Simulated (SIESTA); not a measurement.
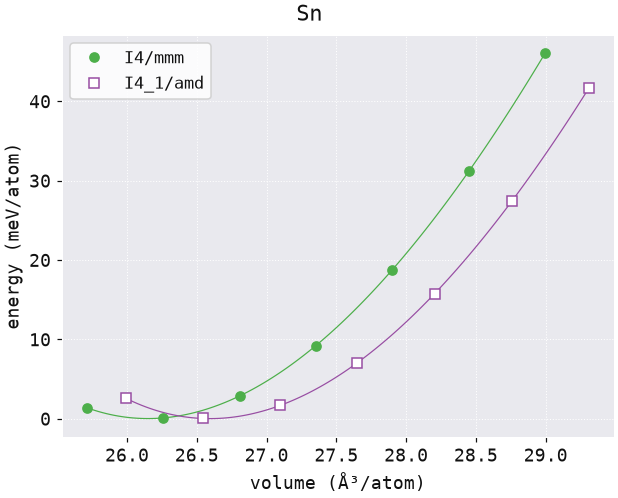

Plotted: energy against volume, with one curve for each structure, for Sn. Each energy curve has its own zero, so the curves don't rank the structures.

Calculation (SIESTA 5.4.2): DFT in numerical atomic orbitals with pseudopotentials, no spin polarisation; energies at scaled volumes of the given cell, shape and fractions fixed, counted from the fit's minimum, third-order Birch-Murnaghan fit. Level: LDA.

- occupations: Fermi–Dirac
- smearing width: 0.05 eV
- potentials: PseudoDojo 0.4 standard, converted to PSML, two zetas on semicore shells

Settings that differ: I4/mmm: k mesh 10×10×10; I4_1/amd: k mesh 9×9×9.

**Order the curves by fitted equilibrium volume, smallest first.**

I4/mmm 26.149, I4_1/amd 26.593 Å³/atom.

Limits of the calculation: mulliken charges of long orbitals; shape and atomic fractions are frozen while scaling, which makes layered, chain and framework solids too stiff.
